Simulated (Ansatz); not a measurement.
## PtS2: a changed input and its effect

System: PtS2 (3 atoms in the cell).
Method of run 1: DFT LDA, scalar-relativistic, plane waves, PAW, no spin polarisation (Ansatz 0.2.0).

The structure derives from an entry of the Crystallography Open Database. Text and figures count atoms from 1; the logs count them from 0 in places.

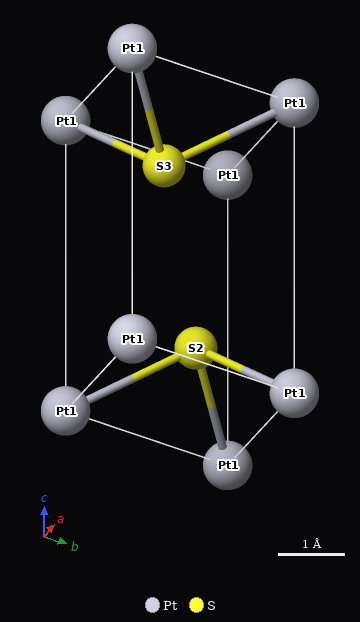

The structure (ball-and-stick view of the cell of the calculation, seen at an oblique angle; atoms are numbered from 1 in the order of the input). An atom can appear more than once, as a periodic image.

Input file, run 1:
```yaml
crystal:
  lattice:
    - [3.5830653997, 0.0, 0.0]
    - [-1.7915326998, 3.1030256596, 0.0]
    - [0.0, 0.0, 4.6639927029]
  atoms:
    - { symbol: Pt, position: [0.0, 0.0, 0.0] }
    - { symbol: S, position: [0.3333333333, 0.6666666667, 0.2586282044] }
    - { symbol: S, position: [0.6666666667, 0.3333333333, 0.7413717956] }
basis:
  ecutwfc: 420
kpoints:
  mp_grid: { grid: [12, 12, 8] }
  band_path:
    path:
      - [[0.0, 0.0, 0.0], [0.5, 0.0, 0.0], [0.33333333, 0.33333333, 0.0], [0.0, 0.0, 0.0], [0.0, 0.0, 0.5], [0.5, 0.0, 0.5], [0.33333333, 0.33333333, 0.5], [0.0, 0.0, 0.5]]
      - [[0.5, 0.0, 0.5], [0.5, 0.0, 0.0]]
      - [[0.33333333, 0.33333333, 0.5], [0.33333333, 0.33333333, 0.0]]
    npoints: 14
hamiltonian:
  xc: lda
scf:
  occupations: { method: gaussian, width: 0.01 }
  n_extra_bands: 7
output:
  forces: true
  stress: true
  eigenvalues: true
  populations: true
  dos: { projected: true, de: 0.02, nscf_kmesh: { grid: [18, 18, 12] } }
  bader: true
  write_density: true
  write_potential: true
  elf: true
  volumetric_format: npy
```

Command:
```bash
ansatz run input.yaml --threads 1 --pin off --max-ram 2560MiB --backend cpu --events-out ev --progress --plain --runs-dir out
```

Hardware: 1 thread of Arm Neoverse V1, 24 GiB of memory available, shared host.

Output, shortened to warnings, some set-up lines, iterations and results (run 1):
```
Basis set: ecut = 420 eV, 993 PW (Γ)
Symmetry: 12 space group operations
k-points: 131 of 1152
Initial density: superposition of atomic densities (neutral atoms: chi_scale 0, normalization atom), corrected by the library's trained network
[...]
SCF iter   1: F=—  HF=-13985.377209 eV  |F-HF|=—  |Δ(HF+E_count)|=         —  Δρ=5.58e-3  dr2=1.19e-2  ethr=1.77e-3  ⟨swp⟩=6.0  Hψ=14967  notcnv=0
SCF iter   2: F=—  HF=-13985.375933 eV  |F-HF|=—  |Δ(HF+E_count)|=   1.28e-3  Δρ=3.21e-3  dr2=4.34e-3  ethr=3.96e-5  ⟨swp⟩=1.5  Hψ=4197  notcnv=0  defer=157
SCF iter   3: F=—  HF=-13985.375127 eV  |F-HF|=—  |Δ(HF+E_count)|=   8.07e-4  Δρ=4.38e-4  dr2=6.82e-5  ethr=1.45e-5  ⟨swp⟩=2.4  Hψ=4087  notcnv=0  defer=290
SCF iter   4: F=—  HF=-13985.375117 eV  |F-HF|=—  |Δ(HF+E_count)|=   9.15e-6  Δρ=1.12e-4  dr2=8.45e-6  ethr=2.27e-7  ⟨swp⟩=2.0  Hψ=3918  notcnv=0  defer=290
SCF iter   5: F=—  HF=-13985.375116 eV  |F-HF|=—  |Δ(HF+E_count)|=   1.23e-6  Δρ=2.77e-5  dr2=3.59e-7  ethr=2.82e-8  ⟨swp⟩=2.6  Hψ=3826  notcnv=0  defer=290
SCF iter   6: F=-13985.375116 eV  HF=-13985.375116 eV  |F-HF|=3.03e-9  |Δ(HF+E_count)|=   2.41e-8  Δρ=4.37e-6  dr2=1.50e-8  ethr=3.33e-10  ⟨swp⟩=13.0  Hψ=19099  notcnv=0
SCF 1 converged in 6 iterations: F = -13985.375116 eV  dr2 = 1.50e-8
NSCF: frozen V_eff on 129 k-points
NSCF: frozen V_eff on 394 k-points
SCF converged after 6 iterations
Free energy (F): -13985.375116 eV
Harris-Foulkes:  -13985.375116 eV  (|F-HF|=3.03e-9)
Internal energy: -13985.375098 eV  (E = F + TS)
E sigma→0 (E₀):  -13985.375107 eV
Entropy (-TS):   -0.000018 eV (-0.006 meV/atom)
Fermi energy:    12.207410 eV
--- Per-component energies (eV) ---
  E_band       = -295.752237
  E_kinetic    = 851.511253
  E_local      = -2795.375150  (includes V_loc(G=0)·N_el)
  E_nonlocal   = 264.615243
  E_hartree    = 1083.723241
  E_xc         = -453.173805
  E_vxc        = -478.599639  (∫ρ·V_xc dr)
  E_paw        = -10314.598460  (= ΣΔE_a)
  E_vpaw       = -305.355362  (= ΣTr[D̂ρ^β])
  E_aug_tail   = 0.000166  (compensation charges beyond the density's cutoff)
  E_ewald      = -2622.847851
  E_core_change = 0.770265  (= ΣΔE_core)
  E_smearing   = -0.000018  (= −TS)
  E_closure    = -0.000000  (closes the sum)
  Σ components = -13985.375116   (vs F -13985.375116, Δ=0.00e0)
--- Forces (eV/Å), atoms counted from 1 ---
  atom   1  Pt     0.00000000     0.00000000     0.00000000
  atom   2  S     -0.00000000    -0.00000000    -0.32071240
  atom   3  S      0.00000000     0.00000000     0.32071240
  max |Σ_I F_I| component: 9.25e-18 eV/Å
--- Stress (GPa, compression-positive) ---
       -4.419053      -0.000000      -0.000000
       -0.000000      -4.419053      -0.000000
       -0.000000      -0.000000      -3.681774
  P = ⅓ Tr σ = -4.1733 GPa (-41.733 kbar)
--- Löwdin populations: 3 sites ---
  site symbol       q [e]
     0     Pt     17.3825
     1      S      6.1860
     2      S      6.1860
  spilling = 0.008182 (of n_electrons = 30.000000)
--- Bader charges: 3 sites ---
  site symbol  charge [e]  shift [e]
     0     Pt      0.3597     0.0115
     1      S     -0.1799     0.0058
     2      S     -0.1799     0.0058
  estimated error of the sums over rays = 5.6e-4 e
```

The input of run 2 differs as follows (lines with − go, lines with + come):
```diff
-  ecutwfc: 420
+  ecutwfc: 500
-  xc: lda
+  xc: r2scan
```

Predict how the results change.

The total energies belong to different methods, so their difference says nothing on which is more stable or more accurate. A gap of 0.18 eV opens on the mesh, where run 1 has none. The pressure goes from −4.17 to 2.06 GPa. The largest force goes from 0.321 to 0.191 eV/Å. The functional changes from LDA to r2SCAN. The number of SCF iterations is the same. The plane waves at Γ go from 993 to 1337. On the same kind of shared host run 2 took about 1.5 times as long.

Output, shortened to warnings, some set-up lines, iterations and results (run 2):
```
Basis set: ecut = 500 eV, 1337 PW (Γ), exchange–correlation on 108×108×144 points (64 copies of the dense FFT grid, shifted against one another)
Symmetry: 12 space group operations
k-points: 131 of 1152
Initial density: superposition of atomic densities (neutral atoms: chi_scale 0, normalization atom), corrected by the library's trained network
[...]
SCF iter   1: F=—  HF=-14349.628690 eV  |F-HF|=—  |Δ(HF+E_count)|=         —  Δρ=8.84e-3  dr2=3.29e-2  dr2_τ=7.92e-2  ethr=1.77e-3  ⟨swp⟩=6.1  Hψ=15465  notcnv=0
SCF iter   2: F=—  HF=-14349.663976 eV  |F-HF|=—  |Δ(HF+E_count)|=   3.53e-2  Δρ=5.46e-3  dr2=6.27e-3  dr2_τ=2.18e-3  ethr=1.10e-4  ⟨swp⟩=2.6  Hψ=6066  notcnv=0  defer=288
SCF iter   3: F=—  HF=-14349.664531 eV  |F-HF|=—  |Δ(HF+E_count)|=   5.54e-4  Δρ=2.97e-3  dr2=1.49e-3  dr2_τ=1.18e-4  ethr=2.09e-5  ⟨swp⟩=2.3  Hψ=3467  notcnv=0  defer=288
SCF iter   4: F=—  HF=-14349.664975 eV  |F-HF|=—  |Δ(HF+E_count)|=   4.44e-4  Δρ=2.47e-4  dr2=2.34e-5  dr2_τ=2.44e-6  ethr=4.96e-6  ⟨swp⟩=3.0  Hψ=4661  notcnv=0  defer=288
SCF iter   5: F=—  HF=-14349.664987 eV  |F-HF|=—  |Δ(HF+E_count)|=   1.21e-5  Δρ=5.41e-5  dr2=1.36e-6  dr2_τ=8.52e-8  ethr=7.81e-8  ⟨swp⟩=2.0  Hψ=4422  notcnv=0  defer=288
SCF iter   6: F=-14349.664987 eV  HF=-14349.664987 eV  |F-HF|=1.82e-8  |Δ(HF+E_count)|=   7.31e-7  Δρ=8.53e-6  dr2=2.92e-8  dr2_τ=2.05e-9  ethr=3.33e-10  ⟨swp⟩=11.0  Hψ=19983 …
SCF 1 converged in 6 iterations: F = -14349.664987 eV  dr2 = 2.92e-8
NSCF: frozen V_eff on 129 k-points
NSCF: frozen V_eff on 394 k-points
SCF converged after 6 iterations
Free energy (F): -14349.664987 eV
Harris-Foulkes:  -14349.664987 eV  (|F-HF|=1.82e-8)
Internal energy: -14349.664987 eV  (E = F + TS)
E sigma→0 (E₀):  -14349.664987 eV
Fermi energy:    12.406438 eV
--- Per-component energies (eV) ---
  E_band       = -312.575758
  E_kinetic    = 850.233522
  E_local      = -2787.192876  (includes V_loc(G=0)·N_el)
  E_nonlocal   = 256.899373
  E_hartree    = 1085.458311
  E_xc         = -433.833633
  E_vxc        = -526.956627  (∫ρ·V_xc dr)
  E_paw        = -10697.930962  (= ΣΔE_a)
  E_vpaw       = -306.842284  (= ΣTr[D̂ρ^β])
  E_aug_tail   = 0.000158  (compensation charges beyond the density's cutoff)
  E_vtau       = 30.363419  (kinetic-family band-sum trace: ∫τ·v_τ [+ j·A + Jᵃ·Aᵃ] dr)
  E_ewald      = -2622.847851
  E_core_change = -0.451028  (= ΣΔE_core)
  E_smearing   = -0.000000  (= −TS)
  E_closure    = 0.000000  (closes the sum)
  Σ components = -14349.664987   (vs F -14349.664987, Δ=0.00e0)
--- Forces (eV/Å), atoms counted from 1 ---
  atom   1  Pt     0.00000000     0.00000000     0.00000000
  atom   2  S     -0.00000000    -0.00000000    -0.19079774
  atom   3  S      0.00000000     0.00000000     0.19079774
  max |Σ_I F_I| component: 2.31e-18 eV/Å
--- Stress (GPa, compression-positive) ---
        1.404267       0.000000      -0.000000
        0.000000       1.404267      -0.000000
       -0.000000      -0.000000       3.376551
  P = ⅓ Tr σ = 2.0617 GPa (20.617 kbar)
--- Löwdin populations: 3 sites ---
  site symbol       q [e]
     0     Pt     17.3301
     1      S      6.2163
     2      S      6.2163
  spilling = 0.007913 (of n_electrons = 30.000000)
--- Bader charges: 3 sites ---
  site symbol  charge [e]  shift [e]
     0     Pt      0.5056     0.0118
     1      S     -0.2528     0.0059
     2      S     -0.2528     0.0059
  estimated error of the sums over rays = 5.6e-4 e
```

The two runs side by side:

```csv
quantity,run 1,run 2
outcome,converged,converged
free energy per atom (eV),−4661.7917,−4783.2217
gap on the mesh (eV),0.00,0.18
pressure (GPa),−4.17,2.06
largest force (eV/Å),0.321,0.191
SCF iterations,6,6
irreducible k-points,131,131
plane waves at Γ,993,1337
wall time (shared host),49 s,75 s
```

For both runs: Spin–orbit coupling is left out, which matters for Pt.
